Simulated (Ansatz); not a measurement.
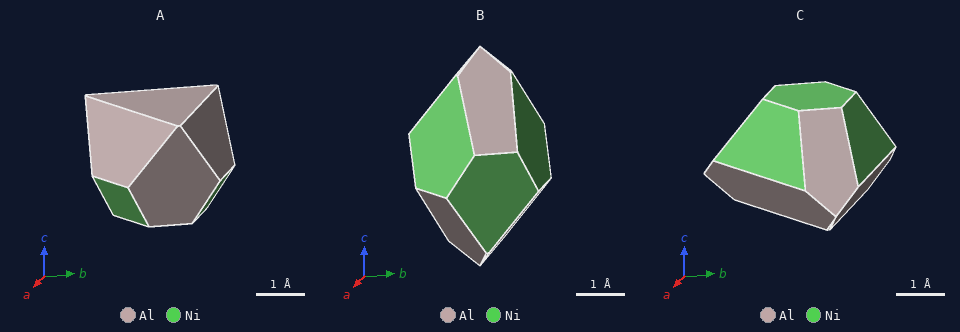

Computed Voronoi cells of the 3 sites of this structure, drawn to one scale and in one orientation; each face has the colour of the neighbour behind it.

Al3Ni2, space group P-3m1 (No. 164), a = 4.033 Å, b = 4.033 Å, c = 4.893 Å, α = 90.00°, β = 90.00°, γ = 120.00°

| site | Wyckoff | x | y | z |
| --- | --- | --- | --- | --- |
| Al1 | 1a | 0.0000 | 0.0000 | 0.0000 |
| Al2 | 2d | 0.3333 | 0.6667 | 0.6482 |
| Ni | 2d | 0.3333 | 0.6667 | 0.1453 |

Source: coordinates from a relaxation at a target pressure of -3 GPa with Ansatz 0.2.0, DFT PBEsol, scalar-relativistic, plane waves, PAW.

Q: Which cell belongs to which site?

A: A is Ni (11 faces above 1 % of the solid angle, 12.1 Å³, mostly facing Al); B is Al1 (12 faces above 1 % of the solid angle, 14.1 Å³, mostly facing Ni); C is Al2 (11 faces above 1 % of the solid angle, 15.4 Å³, facing Ni 53 %, Al 47 %).
